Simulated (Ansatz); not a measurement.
# Bi: band-structure calculation

The run: band-structure calculation of Bi (2 atoms in the cell). Method and program: DFT PBE+D3(BJ), scalar-relativistic, plane waves, PAW, no spin polarisation (Ansatz 0.2.0).

The structure derives from an entry of the Crystallography Open Database.

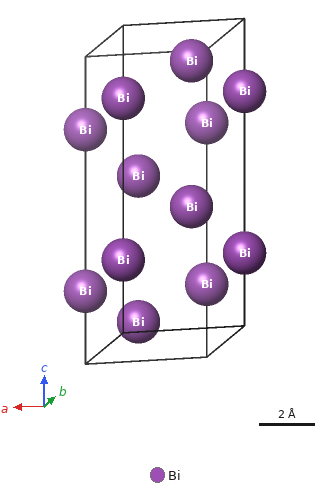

*The structure (spheres-only view of the cell 3 times as large as that of the calculation, set on its symmetry axes, seen at an oblique angle). An atom can appear more than once, as a periodic image.*

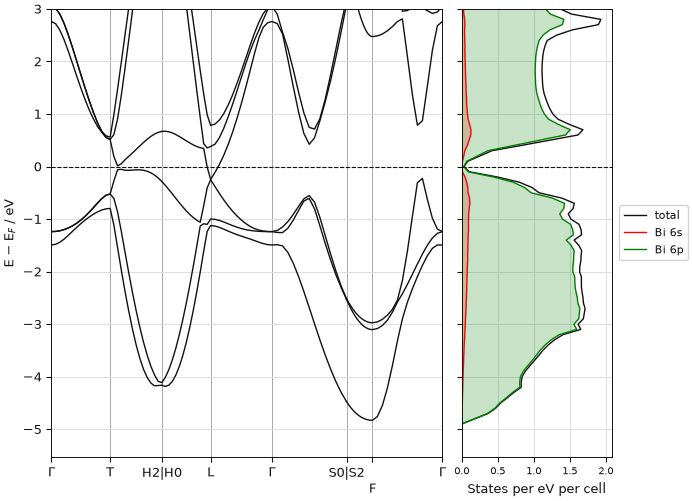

*Band structure along Γ–T–H2|H0–L–Γ–S0|S2–F–Γ and density of states (projected on Löwdin-orthogonalised atomic shells), with energies from the Fermi level.*

Bands cross the Fermi level: a metal at this level of theory.

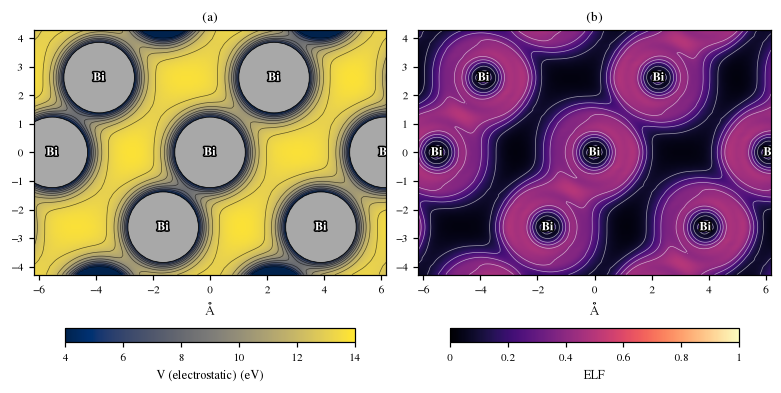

*(a) electrostatic potential (local pseudopotential plus Hartree) felt by an electron; (b) ELF on the (110) plane of the conventional cell. Grey discs, where drawn, cover atomic cores.*

Bi–Bi (3.09 Å): the ELF is about 0.50 at the midpoint, as expected for nearly free electrons, as in a simple metal. Bi–Bi (3.45 Å): the ELF is about 0.25 at the midpoint (no shared electron pair). Outside the cores the potential energy rises away from the atoms and is highest about 2.7 Å from the nearest atoms; outside the discs it spans about 9 eV, and its zero is arbitrary. Core electrons are frozen (PAW), so the fields are smoothed inside the atomic spheres.

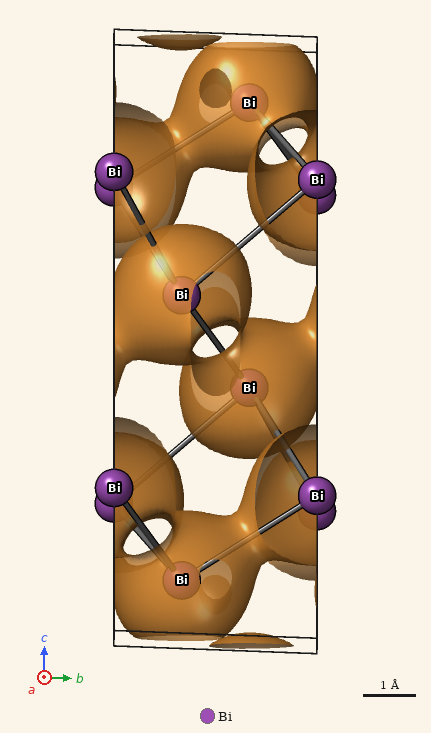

*Isosurface of the valence pseudo-density at 0.2 e/Å³ (orange), seen at an oblique angle. Sticks mark near contacts. The outline is the cell set on symmetry axes.*

At this value the density is joined into sheets; it holds about 85 % of the electrons treated as valence (semicore included). It is pinched off along the Bi–Bi (3.45 Å) contacts. On the grid the lowest density along these lines, outside the cores, is 0.28 e/Å³ (Bi–Bi, 3.09 Å) and 0.15 e/Å³ (Bi–Bi, 3.45 Å).

The input that produced these results follows, with the program's output.

**Input**
```yaml
crystal:
  lattice:
    - [2.2673427694, 1.3090509583, 3.8817322408]
    - [-2.2673427694, 1.3090509583, 3.8817322408]
    - [0.0, -2.6181019165, 3.8817322408]
  atoms:
    - { symbol: Bi, position: [0.237128344, 0.237128344, 0.237128344] }
    - { symbol: Bi, position: [0.762871656, 0.762871656, 0.762871656] }
basis:
  ecutwfc: 420
kpoints:
  mp_grid: { grid: [12, 12, 12] }
  band_path:
    path:
      - [[0.0, 0.0, 0.0], [0.5, 0.5, 0.5], [0.75751562, 0.24248438, 0.5]]
      - [[0.5, -0.24248438, 0.24248438], [0.5, 0.0, 0.0], [0.0, 0.0, 0.0], [0.37124219, -0.37124219, 0.0]]
      - [[0.62875781, 0.0, 0.37124219], [0.5, 0.0, 0.5], [0.0, 0.0, 0.0]]
    npoints: 14
hamiltonian:
  xc: pbe
  dispersion: d3bj
scf:
  occupations: { method: gaussian, width: 0.1 }
  n_extra_bands: 6
output:
  forces: true
  stress: true
  eigenvalues: true
  populations: true
  dos: { projected: true, de: 0.02, nscf_kmesh: { grid: [18, 18, 18] } }
  bader: true
  write_density: true
  write_potential: true
  elf: true
  volumetric_format: npy
```

Launched with:
```bash
ansatz run input.yaml --threads 1 --pin off --max-ram 2560MiB --backend cpu --events-out ev --progress --plain --runs-dir out
```

**Log**
```
scf.n_extra_bands = 6 over 15 filled bands (N_el = 30.0): the run solves 21 bands
Engine: ansatz 0.2.0, aarch64-unknown-linux-gnu
Pseudopotentials: kind: paw
Pseudopotential: Bi, paw, valence charge 15, recommended cutoff 420 eV (normal), Bi.paw.azcp
Functional definition: PBE
  parameter kappa = 0.804
  parameter beta = 0.06672455060314922
  exchange = pbe_x(kappa = kappa, mu = beta*pi^2/3)
  correlation = pbe_c(beta = beta)
Crystal: 2 atoms, lattice volume = 69.127 Å³
Basis set: ecut = 420 eV, 1333 PW (Γ), exchange–correlation on 64×64×64 points (8 copies of the dense FFT grid, shifted against one another)
Bands: 21, of which v1, the nominal top of the filled ones, is band 15 counted from 1 (14 counted from 0)
Symmetry: 12 space group operations
Space group: R-3m (ITA 166), of the structure as read, at distance tolerance 4.1e-5 Å
k-points: 189 of 1728
Non-local potential: Bi, projectors of the file, l = 0: 2, l = 1: 2, l = 2: 2, l = 3: 2
PAW form: soft (Blöchl's): semilocal exchange-correlation on the pseudo side does not see the compensation charge
PAW one-centre angular grid: Bi, 590 points (default); XC on 64 Gauss nodes
Initial density: superposition of atomic densities (neutral atoms: chi_scale 0, normalization atom), corrected by the library's trained network
Initial wavefunctions: pseudopotential atomic-orbital guess
Functional: x = pbe(κ = 0.804, μ = 0.2195149727645171), c = pbe(β = 0.06672455060314922)
SCF iter   1: F=—  HF=-24793.998960 eV  |F-HF|=—  |Δ(HF+E_count)|=         —  Δρ=1.50e-3  dr2=1.35e-3  ethr=1.77e-3  ⟨swp⟩=6.7  Hψ=20274  notcnv=0  defer=11
preconditioner: auto → Kerker (q_TF=auto, 2.374 Å⁻¹)  [metal: Δε(μ)=0.109 eV  Ē_g=21.914 eV  σ=0.100 eV  W_gap=0.49  n_scr=14 (ndim 8)  ℏωp=24.5 eV  f_vac=0.002  D(μ)=0.23/eV (n_scr^D=0)]
SCF iter   2: F=—  HF=-24793.997810 eV  |F-HF|=—  |Δ(HF+E_count)|=   1.15e-3  Δρ=9.11e-4  dr2=4.25e-4  ethr=4.50e-6  ⟨swp⟩=2.2  Hψ=8271  notcnv=0  defer=12
SCF iter   3: F=—  HF=-24793.997947 eV  |F-HF|=—  |Δ(HF+E_count)|=   1.36e-4  Δρ=2.94e-4  dr2=4.26e-5  ethr=1.42e-6  ⟨swp⟩=2.0  Hψ=6491  notcnv=0  defer=12
SCF iter   4: F=—  HF=-24793.997950 eV  |F-HF|=—  |Δ(HF+E_count)|=   2.66e-6  Δρ=1.29e-4  dr2=1.13e-5  ethr=1.42e-7  ⟨swp⟩=3.0  Hψ=6776  notcnv=0  defer=12
SCF iter   5: F=—  HF=-24793.997953 eV  |F-HF|=—  |Δ(HF+E_count)|=   3.00e-6  Δρ=3.27e-5  dr2=1.18e-6  ethr=3.75e-8  ⟨swp⟩=2.0  Hψ=6492  notcnv=0  defer=12
SCF iter   6: F=-24793.997953 eV  HF=-24793.997953 eV  |F-HF|=5.76e-9  |Δ(HF+E_count)|=   5.41e-8  Δρ=9.02e-6  dr2=8.70e-8  ethr=3.33e-10  ⟨swp⟩=11.9  Hψ=30844  notcnv=0
SCF 1 converged in 6 iterations: F = -24793.997953 eV  dr2 = 8.70e-8
  greatest PAW one-centre occupation: 0.987 electrons in one spin orbital (limit 2), on the Bi atom at site 1 (counted from 0), in its partial waves of l = 2
NSCF: frozen V_eff on 101 k-points
NSCF: frozen V_eff on 580 k-points
SCF converged after 6 iterations
Free energy (F): -24793.997953 eV
Harris-Foulkes:  -24793.997953 eV  (|F-HF|=5.76e-9)
Internal energy: -24793.996802 eV  (E = F + TS)
E sigma→0 (E₀):  -24793.997377 eV
Entropy (-TS):   -0.001150 eV (-0.575 meV/atom)
Fermi energy:    9.974595 eV
--- Per-component energies (eV) ---
  E_band       = -210.542481
  E_kinetic    = 605.229544
  E_local      = -3077.011487  (includes V_loc(G=0)·N_el)
  E_nonlocal   = 1118.973732
  E_hartree    = 1001.429619
  E_xc         = -302.502727
  E_vxc        = -288.469387  (∫ρ·V_xc dr)
  E_paw        = -21326.417649  (= ΣΔE_a)
  E_vpaw       = -572.134560  (= ΣTr[D̂ρ^β])
  E_aug_tail   = -0.000877  (compensation charges beyond the density's cutoff)
  E_ewald      = -2812.772673
  E_disp       = -0.924284  (pairwise vdW)
  E_smearing   = -0.001150  (= −TS)
  E_closure    = 0.000000  (closes the sum)
  Σ components = -24793.997953   (vs F -24793.997953, Δ=0.00e0)
--- Forces (eV/Å), atoms counted from 1 ---
  atom   1  Bi     0.00000000     0.00000000     0.00081990
  atom   2  Bi     0.00000000    -0.00000000    -0.00081990
  max |Σ_I F_I| component: 1.85e-17 eV/Å
--- Stress (GPa, compression-positive) ---
        0.003735       0.000000       0.000000
        0.000000       0.003735       0.000000
        0.000000       0.000000       0.032865
  P = ⅓ Tr σ = 0.0134 GPa (0.134 kbar)
--- Band table (eV; the first three rows and the last of 189) ---
  k-point 0: bands = ["-12.9744", "-12.9744", "-12.8208", "-12.8208", "-12.8098", "-12.6324", "-12.6256", "-12.6256", "-12.4984", "-12.4984", "-3.1627", "2.5901", "8.4816", "8.7351", "8.7351", "12.7350", "13.0268", "13.0268", "15.4902", "15.6587", "15.6587"]
  k-point 1: bands = ["-12.9684", "-12.9675", "-12.8182", "-12.8169", "-12.8063", "-12.6355", "-12.6288", "-12.6281", "-12.5061", "-12.5048", "-3.0965", "2.4271", "8.5163", "8.7386", "8.7523", "12.5708", "12.6922", "12.8324", "15.2200", "15.4762", "15.7403"]
  k-point 2: bands = ["-12.9513", "-12.9474", "-12.8110", "-12.8057", "-12.7958", "-12.6456", "-12.6383", "-12.6347", "-12.5281", "-12.5232", "-2.8993", "1.9801", "8.5856", "8.7546", "8.8206", "11.9011", "12.2387", "12.3544", "14.9992", "15.6515", "16.0577"]
  k-point 188: bands = ["-12.8585", "-12.8585", "-12.7745", "-12.7745", "-12.7584", "-12.6806", "-12.6635", "-12.6635", "-12.6257", "-12.6257", "-1.7266", "-0.1542", "9.1773", "9.4520", "9.4520", "10.4887", "10.4887", "10.5357", "17.2741", "18.9810", "19.1158"]
--- Löwdin populations: 2 sites ---
  site symbol       q [e]
     0     Bi     14.9702
     1     Bi     14.9702
  spilling = 0.001990 (of n_electrons = 30.000000)
--- Bader charges: 2 sites ---
  site symbol  charge [e]  shift [e]
     0     Bi      0.0000     0.0000
     1     Bi      0.0000     0.0000
  estimated error of the sums over rays = 1.4e-4 e
```

**File populations.tsv**
```
# site	symbol	l	j	q
# orbitals = lowdin
# n_electrons = 30.000000
# spilling = 0.001990
0	Bi	0_6S	-	1.884889
0	Bi	1_6P	-	3.088659
0	Bi	2_5D	-	9.996604
1	Bi	0_6S	-	1.884889
1	Bi	1_6P	-	3.088659
1	Bi	2_5D	-	9.996604
```

**Results in brief**

| quantity | value |
| --- | --- |
| outcome | converged |
| space group (tolerance 0.01 Å) | R-3m (166) |
| electrons treated | 30 |
| free energy | −24793.9980 eV |
| Fermi energy | 9.975 eV |
| gap on the k-point mesh | none (metallic) |
| pressure | 0.01 GPa |
| largest force (length of the vector) | 0.001 eV/Å |
| hardware | 1 thread of Arm Neoverse V2, 24 GiB of memory available, shared host |
| wall time | 49 s |
| peak memory | 0.7 GiB |

**Remarks**

Spin–orbit coupling is left out, which matters for Bi.
